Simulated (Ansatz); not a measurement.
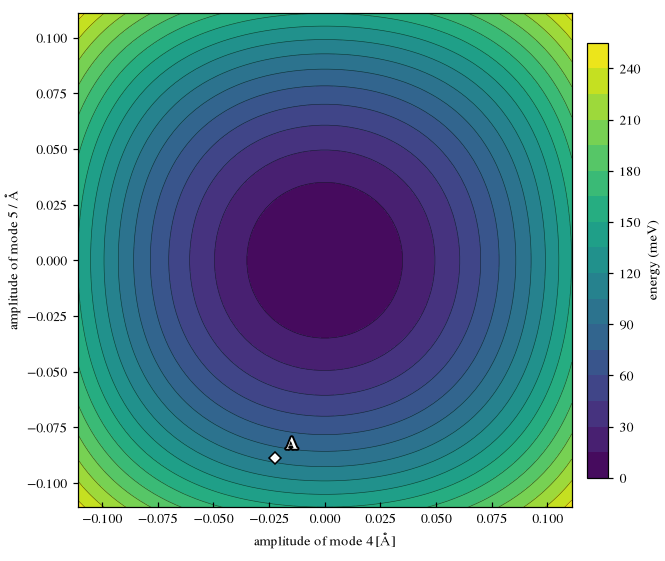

Pt (Fm-3m, No. 225; 2 atoms in the cell). The energy is mapped over two normal modes frozen in (zone-centre modes of the 2-atom cell of this scan, which folds in the wave vector (0, 1/2, 1/2) of the primitive cell). The first coordinate is: amplitude of mode 4 (131 cm⁻¹), largest displacement; the second: amplitude of mode 5 (131 cm⁻¹), largest displacement. Nothing is relaxed (the cell and all other modes fixed). The grid has 11 × 11 points; 21 points were computed and 100 follow by symmetry. Points are written as (first, second). Energies: meV per cell, counted from the lowest grid point. Computed with Ansatz 0.2.0, DFT PBEsol, scalar-relativistic, plane waves, PAW. Settings: cutoff 420 eV, k-mesh 16×16×12 in the order of the run's cell vectors, gaussian smearing 0.15 eV, no spin polarisation.

Drawn: filled contours, the point A. Between grid points the surface is interpolated.

> Which way does the force act at A, and how strong is it?

A, at (−0.022 Å, −0.089 Å), is not a stationary point. The computed force is 380 meV for each Å towards larger values of the first coordinate and 2100 meV for each Å towards larger values of the second coordinate.

PAW datasets: the set soft_1.
